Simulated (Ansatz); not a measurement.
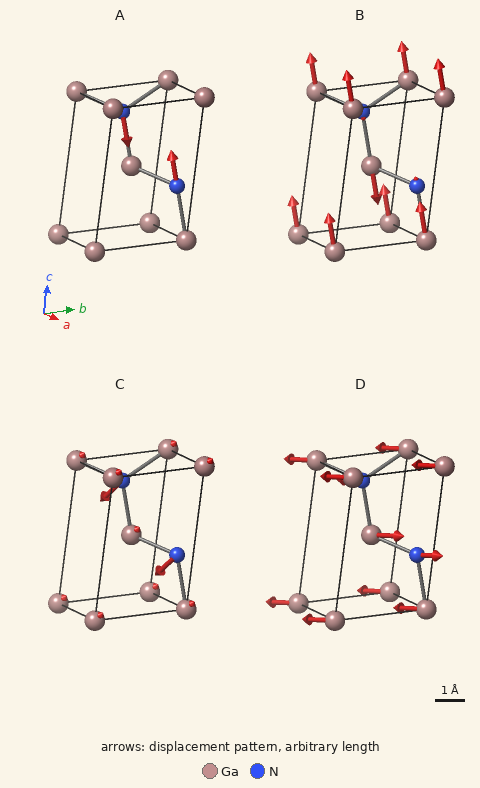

Four modes of crystalline GaN at the zone centre of a doubled cell, in no order (one member of each degenerate set). The red arrows are the displacements of the atoms (eigenvector over the root of the mass), of arbitrary overall length and sign. The picture is a ball-and-stick view of the cell of the calculation, seen slightly off an axis.

Computed with DFT PBE, scalar-relativistic, plane waves, PAW (Ansatz 0.2.0). Set-up: plane-wave cutoff 420 eV; k-point mesh 12 × 12 × 10; occupations gaussian; smearing width 0.05 eV; no spin polarisation.

Frequencies are those without the non-analytic (LO–TO) term.

**Rank the modes by frequency, softest first.**

D (134 cm⁻¹), B (325 cm⁻¹), C (516 cm⁻¹), A (657 cm⁻¹). D, doubly degenerate: All motion is along [1 1 0] of the drawn cell; atoms of one kind move against one another, with no net shift of any sublattice; it mainly bends the Ga–N bonds; the kinetic energy is shared as Ga 89 %, N 11 %. B, non-degenerate: All motion is along [1 1 −3] of the drawn cell; atoms of one kind move against one another, with no net shift of any sublattice; it stretches the shortest Ga–N bonds (1.97 Å). C, triply degenerate: The N sublattice moves against the Ga sublattice, along [1 1 1] of the drawn cell; the kinetic energy is shared as N 83 %, Ga 17 %. A, non-degenerate: The Ga atoms hardly move; all motion is along [1 1 −3] of the drawn cell; atoms of one kind move against one another, with no net shift of their sublattice; it stretches the shortest Ga–N bonds (1.97 Å).
